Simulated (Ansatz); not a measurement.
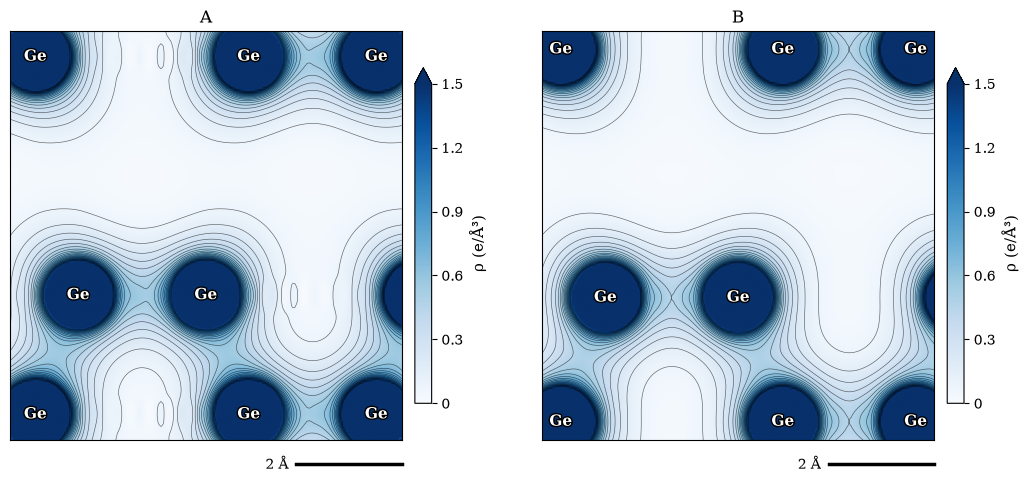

Ge. The valence pseudo-density of two cells that differ in size, on the (110) plane of each (indices in the axes of the calculation cell), at one length scale and on one colour scale; one has 21.5 and the other 24.2 Å³ an atom.

The calculation used Kohn-Sham DFT of a periodic cell, r2SCAN, Ansatz PAW (Ansatz 0.2.0).

Core electrons are frozen (PAW), and the valence fields are smoothed inside the atomic spheres.

The larger cell:

```
CELL_PARAMETERS angstrom
4.07599 0.00000 0.00000
-2.03799 3.52991 0.00000
0.00000 0.00000 6.72881
ATOMIC_POSITIONS crystal
Ge 0.33333 0.66667 0.93710
Ge 0.66667 0.33333 0.43710
Ge 0.33333 0.66667 0.56290
Ge 0.66667 0.33333 0.06290
```

The smaller cell: a = 3.916 Å, b = 3.916 Å, c = 6.465 Å, α = 90.00°, β = 90.00°, γ = 120.00°.

Which is the denser cell? Describe the effect of the change.

Answer. Panel A is the smaller cell, by 11 % in volume. From the larger cell to the smaller, Ge–Ge goes from 2.50 to 2.40 Å, and the density at its midpoint from 0.48 to 0.56 e/Å³; the pressure goes from −3.6 to 5 GPa.
